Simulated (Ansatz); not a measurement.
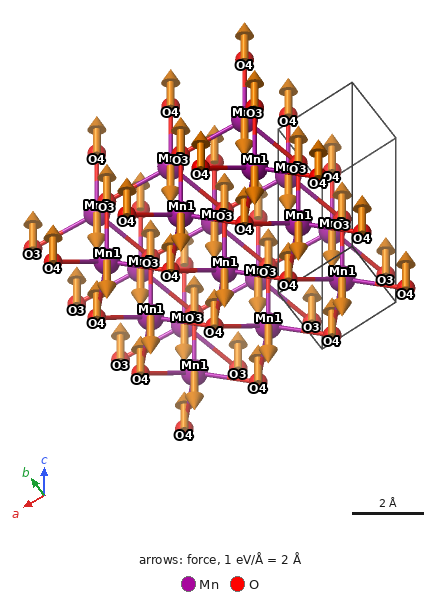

Starting geometry of crystalline MnO (set up in P6_3mc) (coarse preliminary run) with the computed forces as orange arrows. A ball-and-stick model of the cell of the calculation, repeated 3 × 3 × 1 with one cell outlined, seen from a free direction.

These are results of DFT PBE+D3(BJ), scalar-relativistic, plane waves, PAW (Ansatz), not measurements.

Input file:
```yaml
crystal:
  lattice:
    - [3.3717, 0.0, 0.0]
    - [-1.68585, 2.9199778539, 0.0]
    - [0.0, 0.0, 5.3855]
  atoms:
    - { symbol: Mn, position: [0.3333333333, 0.6666666667, 0.01096], spin: 4.22 }
    - { symbol: Mn, position: [0.6666666667, 0.3333333333, 0.51096], spin: 4.22 }
    - { symbol: O, position: [0.3333333333, 0.6666666667, 0.37547], spin: 0.25 }
    - { symbol: O, position: [0.6666666667, 0.3333333333, 0.87547], spin: 0.25 }
basis:
  ecutwfc: 420
kpoints:
  mp_grid: { grid: [6, 6, 4] }
hamiltonian:
  xc: pbe
  dispersion: d3bj
scf:
  occupations: { method: gaussian, width: 0.1 }
output:
  forces: true
  stress: true
  eigenvalues: true
  populations: true
magnetization:
  spin_polarized: true
relax:
  adjacent_minimum: "off"
  f_tol: 0.05
  max_steps: 70
  cell: { stress_tol: 0.5 }
```

Run as
```bash
ansatz run input.yaml --threads 2 --pin off --max-ram 5120MiB --backend cpu --events-out ev --progress --plain --runs-dir out
```

### Is this structure relaxed? If not, where do the atoms go?

It isn't relaxed: the largest force vector, on O atoms, is 0.62 eV/Å. The atoms end up moving mostly along the starting forces (cosine between the two patterns 1.00). The largest moves relative to the cell, 0.062 Å, are those of Mn1, Mn2, O3 and O4. Mn1 goes along −c. By element the largest moves are Mn 0.062 Å, O 0.062 Å. The drawn cell changes as follows: a = b 3.372 → 3.408 Å (+1.1 %), c 5.386 → 5.357 Å (−0.5 %); the volume changes by +1.6 %. Some distances before and after: Mn1–O3 1.963 → 2.077 Å, Mn1–O4 2.079 → 2.057 Å. Bond angles that change, for instance: O3–Mn1–O4 110.5° → 107.0°, Mn1–O3–Mn2 110.5° → 107.0°, Mn2–O3–Mn2 108.4° → 111.8°. The space group stays P6_3mc (No. 186). After 5 accepted moves (6 points after the start) the energy has fallen by 16.4 meV per atom. Largest force component: 0.62 eV/Å at the start, 0.0019 eV/Å at the end. The pressure goes from 2.90 to 0.07 GPa. At 1 point the geometry stayed and the basis and grid were re-selected for the new cell (energy shift of 0.8 meV per atom at most each time). The run may lie on a higher electronic state than the lowest, so the end point isn't shown to be the ground-state structure. Cost: 27 s on 2 threads of Arm Neoverse V1 (shared host), peak memory 0.38 GiB.
